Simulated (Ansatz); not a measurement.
The cell of SiO₂ in space group P4_32_12. Source of the atomic positions: the geometry relaxed with DFT, PBE, plane waves, PAW in Ansatz.

Space group P4_32_12 (No. 96). a = 5.084 Å, b = 5.084 Å, c = 7.097 Å, α = 90.00°, β = 90.00°, γ = 90.00°
```csv
atom,site,symmetry,x,y,z
Si,4a,..2,0.7939,0.7939,0.5000
O,8b,1,0.2588,0.4065,0.8257
```

At each point the valence sum V of an Ag+ ion is computed from the anions within 5 Å (s = exp((R0 − d)/b), R0 fitted to published crystal structures with b = 0.37 Å; R0: Ag+–O 1.824 Å). Points too close to the other cations are excluded (2.2 Å from Si). Ag+ is a guest here, not part of the formula. This is an empirical screen for pathways, not an energy calculation.

Question: Along which directions could Ag+ move by this screen?

Answer: From a mismatch of about 0.45 v.u. the regions form a three-dimensional network. These are grid estimates, good to about 0.1 v.u.

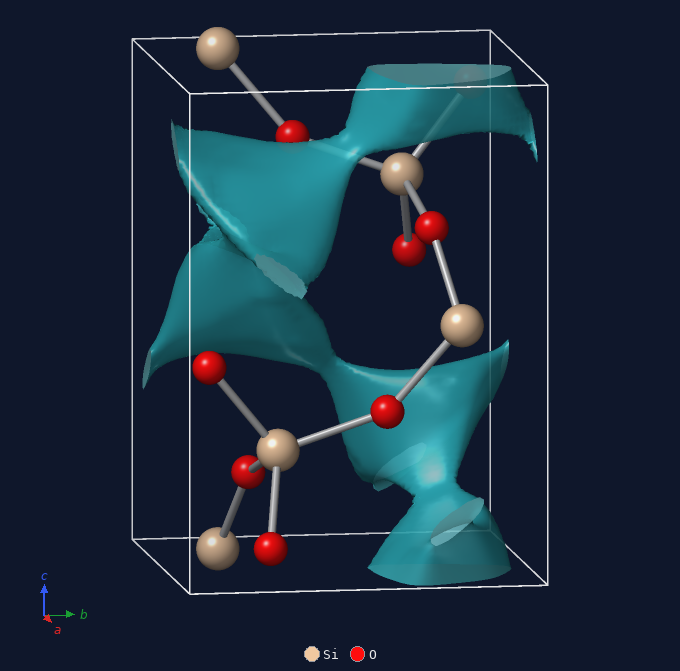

Bond-valence mismatch map for Ag+ in SiO2 (P4_32_12, No. 96): the teal surface encloses the points where |V − 1| < 0.5 v.u. (1×1×1 cells, view from a free direction). Pale faces close the region where the drawn box cuts it. At this level they form a three-dimensional network.
